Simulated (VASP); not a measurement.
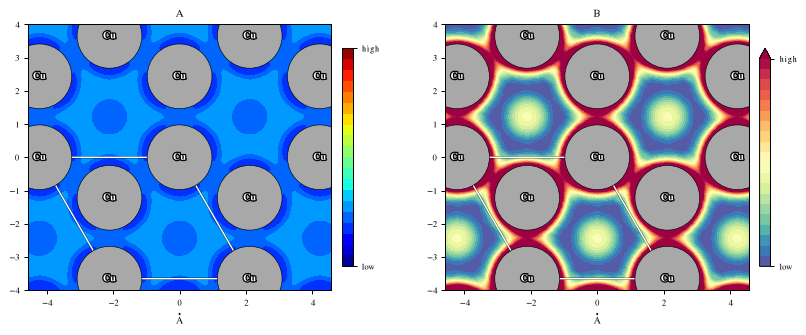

Cu: 2 fields on the (001) plane of the conventional cell, with unlabelled colour scales. Grey discs cover the atomic cores.

Space group P6/mmm; a generated structure, not necessarily the stable one; computed pressure about −14 GPa in this cell.

Theory: Kohn-Sham DFT of a periodic cell, r2SCAN, VASP PAW PBE potentials, recommended (VASP 6.6.1).

Which field does each panel show? The fields are: electron localisation function and valence pseudo-density.

Panel A: electron localisation function. Panel B: valence pseudo-density. From the grid: Cu–Cu (2.44 Å): ρ at the midpoint is about 0.3 e/Å³; the ELF is about 0.20 at the midpoint: no shared electron pair shows on this line.
